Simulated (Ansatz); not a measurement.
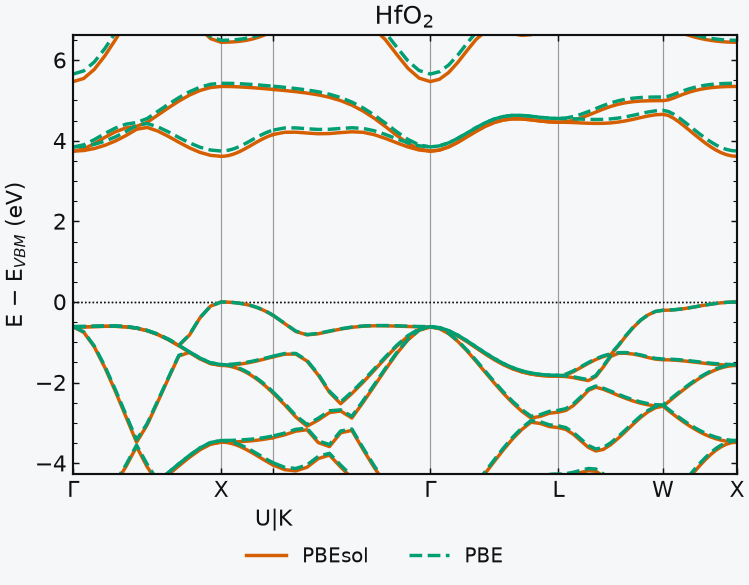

Band structures of HfO₂, space group Fm-3m (No. 225), 3 atoms in the cell, by two methods on the same cell. Each is counted from its own valence-band top.

How do the methods compare?

PBEsol gives a gap of 3.61 eV along the path and PBE gives a gap of 3.75 eV along the path. Over the top 3 filled bands the two differ by 0.02 eV on average.

Settings. PBEsol: DFT PBEsol, scalar-relativistic, plane waves, PAW, no spin polarisation, 8×8×8 k mesh, 420 eV cutoff (Ansatz 0.2.0). PBE: DFT PBE, scalar-relativistic, plane waves, PAW, no spin polarisation, 8×8×8 k mesh, 420 eV cutoff, Gaussian smearing of 0.02 eV (Ansatz).

Spin-orbit coupling is left out, which matters for Hf.
